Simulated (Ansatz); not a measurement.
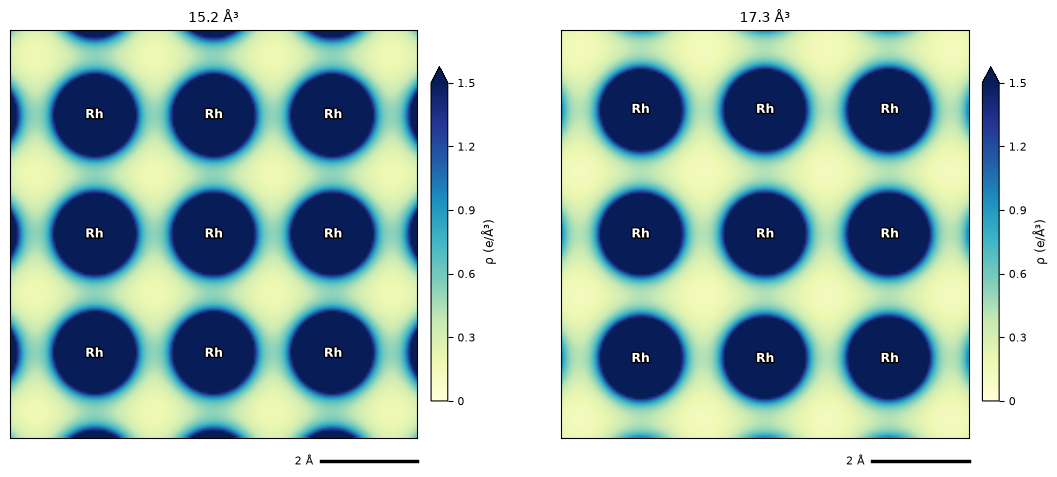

Rh. The valence charge density (pseudo) of cells scaled evenly to different volumes (given per atom above each panel), on the (100) plane of each (indices in the axes of the cell below), at one length scale and on one colour scale.

A generated structure, not necessarily the stable one; computed without spin polarisation.

Method: DFT, BLYP, plane waves (420 eV) with PAW, scalar-relativistic (Ansatz 0.2.0).

The largest cell:

```cif
data_structure
_symmetry_space_group_name_H-M 'P 1'
_symmetry_Int_Tables_number 1
_cell_length_a 2.5842
_cell_length_b 2.5842
_cell_length_c 2.5842
_cell_angle_alpha 90.000
_cell_angle_beta 90.000
_cell_angle_gamma 90.000
_cell_volume 17.26
loop_
_atom_site_label
_atom_site_type_symbol
_atom_site_fract_x
_atom_site_fract_y
_atom_site_fract_z
_atom_site_occupancy
Rh1 Rh 0.00000 0.00000 0.00000 1
```

| volume (Å³/atom) | Rh–Rh contact in the plane (Å) | ρ at its midpoint (e/Å³) | 
| --- | --- | --- |
| 15.19 | 2.476 | 0.523 | 
| 16.57 | 2.549 | ? | 
| 17.26 | 2.584 | 0.426 | 

What values belong in the row with question marks?

Over the known rows ln ρ falls by 1.90 per Å of Rh–Rh distance (the line through the two), which gives 0.455 e/Å³ at 2.549 Å; the calculation gives 0.455 e/Å³.
